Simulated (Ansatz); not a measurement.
SnO2: band-structure calculation

- system: SnO2 (P-3m1, 3 atoms in the cell)
- method: DFT PBE, scalar-relativistic, plane waves, PAW, no spin polarisation (Ansatz 0.2.0)

The structure was made by a generator, so it may or may not be a known phase. Figures and captions count atoms from 1; the log counts them from 0 in places.

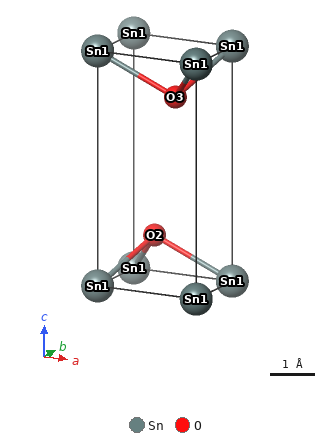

**Figure 1.** The structure as given in the input (ball-and-stick view of the cell of the calculation, seen slightly off an axis; atoms are numbered from 1 in the order of the input). An atom can appear more than once, as a periodic image. Near neighbours in the periodic cell (some may lie outside the picture): Sn has 6 O at 2.12 Å; O has 3 Sn at 2.12 Å.

### Results in brief

- outcome: converged
- space group (tolerance 0.01 Å): P-3m1 (164)
- electrons treated: 26
- free energy: −7158.5270 eV
- Fermi energy: 5.374 eV
- gap on the k-point mesh: 2.30 eV
- gap on the band path: 2.29 eV
- pressure: 0.02 GPa
- largest force (length of the vector): 0.001 eV/Å
- hardware: 1 thread of Arm Neoverse V2, 24 GiB of memory available, shared host
- wall time: 34 s
- peak memory: 0.41 GiB

### Input
```yaml
crystal:
  lattice:
    - [3.2277956369, 0.0, 0.0]
    - [-1.6138978184, 2.7953530198, 0.0]
    - [0.0, 0.0, 5.4898740324]
  atoms:
    - { symbol: Sn, position: [0.0, 0.0, 0.0] }
    - { symbol: O, position: [0.3333333333, 0.6666666667, 0.1842883234] }
    - { symbol: O, position: [0.6666666667, 0.3333333333, 0.8157116766] }
basis:
  ecutwfc: 420
kpoints:
  mp_grid: { grid: [12, 12, 6] }
  band_path:
    path:
      - [[0.0, 0.0, 0.0], [0.5, 0.0, 0.0], [0.33333333, 0.33333333, 0.0], [0.0, 0.0, 0.0], [0.0, 0.0, 0.5], [0.5, 0.0, 0.5], [0.33333333, 0.33333333, 0.5], [0.0, 0.0, 0.5]]
      - [[0.5, 0.0, 0.5], [0.5, 0.0, 0.0]]
      - [[0.33333333, 0.33333333, 0.5], [0.33333333, 0.33333333, 0.0]]
    npoints: 14
hamiltonian:
  xc: pbe
scf:
  occupations: { method: gaussian, width: 0.02 }
  n_extra_bands: 7
output:
  forces: true
  stress: true
  eigenvalues: true
  populations: true
  dos: { projected: true, de: 0.02, nscf_kmesh: { grid: [18, 18, 9] } }
  bader: true
  write_density: true
  write_potential: true
  elf: true
  volumetric_format: npy
```

Command:
```bash
ansatz run input.yaml --threads 1 --pin off --max-ram 2560MiB --backend cpu --events-out ev --progress --plain --runs-dir out
```

### Output
```
scf.n_extra_bands = 7 over 13 filled bands (N_el = 26.0): the run solves 20 bands
Engine: ansatz 0.2.0, aarch64-unknown-linux-gnu
Pseudopotentials: kind: paw
Pseudopotential: Sn, paw, valence charge 14, recommended cutoff 420 eV (normal), Sn.paw.azcp
Pseudopotential: O, paw, valence charge 6, recommended cutoff 420 eV (normal), O.paw.azcp
Functional definition: PBE
  parameter kappa = 0.804
  parameter beta = 0.06672455060314922
  exchange = pbe_x(kappa = kappa, mu = beta*pi^2/3)
  correlation = pbe_c(beta = beta)
Crystal: 3 atoms, lattice volume = 49.534 Å³
Basis set: ecut = 420 eV, 979 PW (Γ), exchange–correlation on 48×48×80 points (8 copies of the dense FFT grid, shifted against one another)
Bands: 20, of which v1, the nominal top of the filled ones, is band 13 counted from 1 (12 counted from 0)
Symmetry: 12 space group operations
Space group: P-3m1 (ITA 164), of the structure as read, at distance tolerance 3.7e-5 Å
k-points: 100 of 864
Non-local potential: Sn, projectors of the file, l = 0: 2, l = 1: 2, l = 2: 2, l = 3: 2
Non-local potential: O, projectors of the file, l = 0: 2, l = 1: 2, l = 2: 1
PAW form: soft (Blöchl's): semilocal exchange-correlation on the pseudo side does not see the compensation charge
PAW one-centre angular grid: Sn, 590 points (default); XC on 64 Gauss nodes
PAW one-centre angular grid: O, 110 points (default); XC on 64 Gauss nodes
Initial density: superposition of atomic densities (neutral atoms: chi_scale 0, normalization atom), corrected by the library's trained network
Initial wavefunctions: pseudopotential atomic-orbital guess
Functional: x = pbe(κ = 0.804, μ = 0.2195149727645171), c = pbe(β = 0.06672455060314922)
SCF iter   1: F=—  HF=-7158.527210 eV  |F-HF|=—  |Δ(HF+E_count)|=         —  Δρ=2.33e-3  dr2=1.68e-3  ethr=1.77e-3  ⟨swp⟩=6.2  Hψ=10825  notcnv=0
preconditioner: auto → none  [insulator: Δε(μ)=2.300 eV  Ē_g=21.683 eV  σ=0.020 eV  W_gap=1.00  n_scr=10 (ndim 8)  ℏωp=26.9 eV  f_vac=0.265  D(μ)=0.00/eV (n_scr^D=0)  ε∞_Penn≈2.5]
SCF iter   2: F=—  HF=-7158.526831 eV  |F-HF|=—  |Δ(HF+E_count)|=   3.79e-4  Δρ=1.07e-3  dr2=1.74e-4  ethr=6.47e-6  ⟨swp⟩=2.0  Hψ=4644  notcnv=0  defer=147
SCF iter   3: F=—  HF=-7158.526966 eV  |F-HF|=—  |Δ(HF+E_count)|=   1.35e-4  Δρ=3.81e-4  dr2=3.69e-5  ethr=6.70e-7  ⟨swp⟩=2.0  Hψ=3399  notcnv=0  defer=147
SCF iter   4: F=—  HF=-7158.527016 eV  |F-HF|=—  |Δ(HF+E_count)|=   4.96e-5  Δρ=2.12e-4  dr2=1.53e-5  ethr=1.42e-7  ⟨swp⟩=2.0  Hψ=2595  notcnv=0  defer=147
SCF iter   5: F=—  HF=-7158.527015 eV  |F-HF|=—  |Δ(HF+E_count)|=   1.11e-6  Δρ=3.51e-5  dr2=3.17e-7  ethr=5.90e-8  ⟨swp⟩=2.0  Hψ=2376  notcnv=0  defer=147
SCF iter   6: F=-7158.527015 eV  HF=-7158.527015 eV  |F-HF|=1.13e-8  |Δ(HF+E_count)|=   5.36e-7  Δρ=6.51e-6  dr2=9.75e-9  ethr=3.85e-10  ⟨swp⟩=13.2  Hψ=15038  notcnv=0
SCF 1 converged in 6 iterations: F = -7158.527015 eV  dr2 = 9.75e-9
  greatest PAW one-centre occupation: 0.996 electrons in one spin orbital (limit 2), on the Sn atom at site 0 (counted from 0), in its partial waves of l = 2
NSCF: frozen V_eff on 129 k-points
NSCF: frozen V_eff on 293 k-points
SCF converged after 6 iterations
Free energy (F): -7158.527015 eV
Harris-Foulkes:  -7158.527015 eV  (|F-HF|=1.13e-8)
Internal energy: -7158.527015 eV  (E = F + TS)
E sigma→0 (E₀):  -7158.527015 eV
Fermi energy:    5.373558 eV
--- Per-component energies (eV) ---
  E_band       = -178.245273
  E_kinetic    = 537.629617
  E_local      = -2548.517560  (includes V_loc(G=0)·N_el)
  E_nonlocal   = 66.360408
  E_hartree    = 1244.758052
  E_xc         = -526.993416
  E_vxc        = -281.137666  (∫ρ·V_xc dr)
  E_paw        = -4462.353008  (= ΣΔE_a)
  E_vpaw       = -442.101724  (= ΣTr[D̂ρ^β])
  E_aug_tail   = 0.004817  (compensation charges beyond the density's cutoff)
  E_ewald      = -1469.415924
  E_smearing   = -0.000000  (= −TS)
  E_closure    = -0.000000  (closes the sum)
  Σ components = -7158.527015   (vs F -7158.527015, Δ=0.00e0)
--- Forces (eV/Å), atoms counted from 1 ---
  atom   1  Sn     0.00000000     0.00000000     0.00000000
  atom   2  O     -0.00000000    -0.00000000    -0.00069919
  atom   3  O      0.00000000     0.00000000     0.00069919
  max |Σ_I F_I| component: 9.25e-18 eV/Å
--- Stress (GPa, compression-positive) ---
        0.018387       0.000000       0.000000
        0.000000       0.018387       0.000000
        0.000000       0.000000       0.022208
  P = ⅓ Tr σ = 0.0197 GPa (0.197 kbar)
--- Band table (eV; the first three rows and the last of 100) ---
  k-point 0: bands = ["-15.6619", "-15.4568", "-15.4568", "-15.2687", "-15.2687", "-13.5571", "-11.8473", "0.5856", "3.0543", "3.0543", "3.4819", "3.4819", "3.8971", "6.5237", "10.1164", "14.2639", "15.5359", "15.5359", "20.7785", "21.7573"]
  k-point 1: bands = ["-15.6618", "-15.4568", "-15.4568", "-15.2687", "-15.2687", "-13.5528", "-11.8541", "0.6226", "3.0530", "3.0530", "3.4843", "3.4843", "3.7644", "6.6920", "10.0634", "14.2895", "15.5325", "15.5325", "20.6319", "21.6852"]
  k-point 2: bands = ["-15.6617", "-15.4568", "-15.4568", "-15.2687", "-15.2687", "-13.5439", "-11.8680", "0.7015", "3.0494", "3.0494", "3.4883", "3.4883", "3.5225", "7.0146", "9.9419", "14.3521", "15.5250", "15.5250", "20.1446", "21.5511"]
  k-point 99: bands = ["-15.8750", "-15.8750", "-15.2910", "-15.2910", "-15.2670", "-11.3086", "-11.3086", "-2.0824", "0.6865", "0.6865", "1.6484", "4.1249", "4.1249", "10.4443", "13.6936", "14.5320", "14.5320", "17.0235", "17.0235", "19.5141"]
--- Löwdin populations: 3 sites ---
  site symbol       q [e]
     0     Sn     12.3172
     1      O      6.7691
     2      O      6.7691
  spilling = 0.005561 (of n_electrons = 26.000000)
--- Bader charges: 3 sites ---
  site symbol  charge [e]  shift [e]
     0     Sn      2.3598     0.0121
     1      O     -1.1799     0.0061
     2      O     -1.1799     0.0061
  estimated error of the sums over rays = 2.3e-4 e
```

### File bader_charges.tsv
```
# site	symbol	x_ang	y_ang	z_ang	partial_charge_e	electrons	volume_ang3	relative_density_drop	shared_charge_e	partial_wave_shift_e
# quadrature_error_electrons = 2.3e-4
0	Sn	0.0000	0.0000	0.0000	2.35975	47.64025	11.63	-	2.35975	0.01210
1	O	0.0000	1.8636	1.0117	-1.17987	9.17987	17.29	-	-1.17987	0.00605
2	O	1.6139	0.9318	4.4782	-1.17988	9.17988	17.29	-	-1.17988	0.00605
```

### File populations.tsv
```
# site	symbol	l	j	q
# orbitals = lowdin
# n_electrons = 26.000000
# spilling = 0.005561
0	Sn	0_5S	-	0.936057
0	Sn	1_5P	-	1.386227
0	Sn	2_4D	-	9.994965
1	O	0_2S	-	1.775550
1	O	1_2P	-	4.993530
2	O	0_2S	-	1.775550
2	O	1_2P	-	4.993530
```

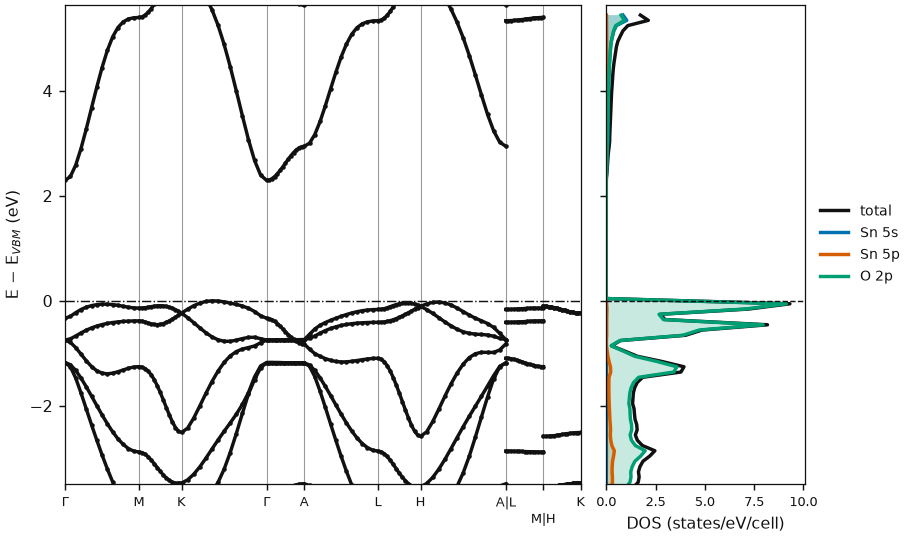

**Figure 2.** Band structure along Γ–M–K–Γ–A–L–H–A|L–M|H–K and density of states (projected on Löwdin-orthogonalised atomic shells), with energies from the valence-band top. There is a gap of 2.29 eV on this path, indirect, from between K and Γ to Γ.

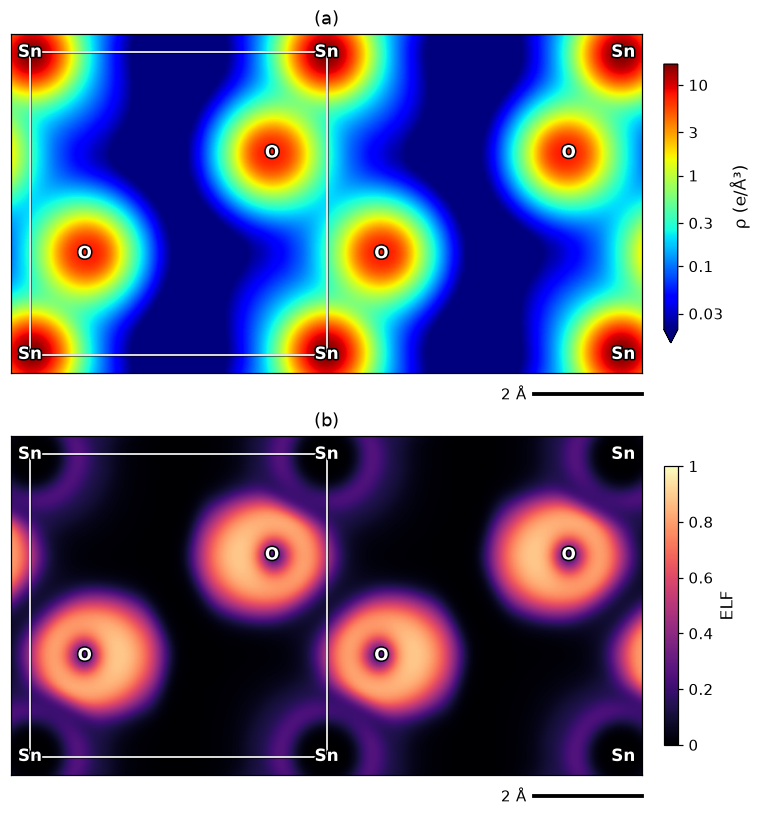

**Figure 3.** (a) valence charge density (pseudo); (b) ELF on the (110) plane of the conventional cell. The section cuts through Sn and O sites. Sn–O (2.12 Å): ρ is about 0.6 e/Å³ halfway; the ELF is about 0.25 at the midpoint. Away from the nuclei the density in this plane falls to 0.003 e/Å³ at its lowest. Core electrons are frozen (PAW), so the fields are smoothed inside the atomic spheres.

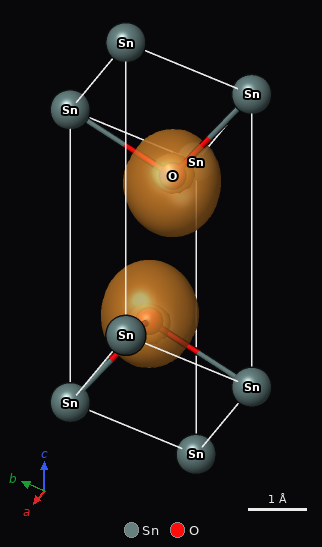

**Figure 4.** Isosurface of the electron localisation function at 0.7 (orange), seen at an oblique angle. Core shells and regions of very low density are left out. Sticks mark near contacts. The outline is the cell set on symmetry axes. Values along the shortest contacts: Sn–O (2.12 Å): the ELF is about 0.25 at the midpoint.

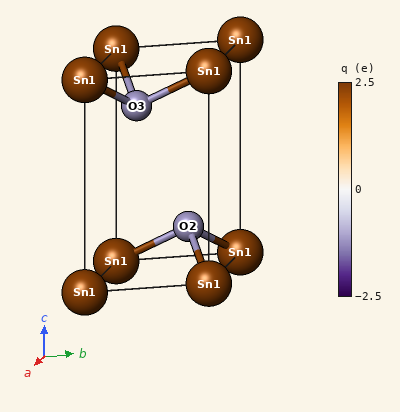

**Figure 5.** Bader charges, as the colour of each atom (ball-and-stick view of the cell of the calculation, seen slightly off an axis; atoms are numbered from 1 in the order of the input). By element: Sn +2.36 and O −1.18 e.
